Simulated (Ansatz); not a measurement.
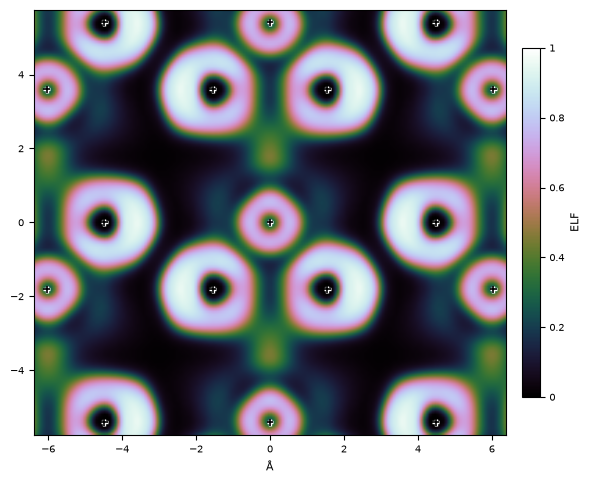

The ELF on a plane through atoms (crosses mark nuclei in the plane).

All numbers below come from DFT LDA, scalar-relativistic, plane waves, PAW in Ansatz 0.2.0.

Candidates:
A. Ge, a = 5.88 Å, b = 5.88 Å, c = 6.91 Å, α = 90.00°, β = 90.00°, γ = 90.00°. Space group P4₃2₁2.
B. MoS₂, a = 3.12 Å, b = 3.12 Å, c = 12.08 Å, α = 90.00°, β = 90.00°, γ = 120.00°. Space group P6₃/mmc; a structure from a database of computed crystals, not necessarily the ambient phase; computed without spin polarisation.

Question: Which system is this?

Answer: Candidate B: MoS₂ on the (110) plane of the conventional cell, which holds Mo and S. Mo–S (2.38 Å): the ELF peaks at about 0.85 in the valence shell of S, 0.8 Å from its nucleus, and is about 0.45 at the midpoint.
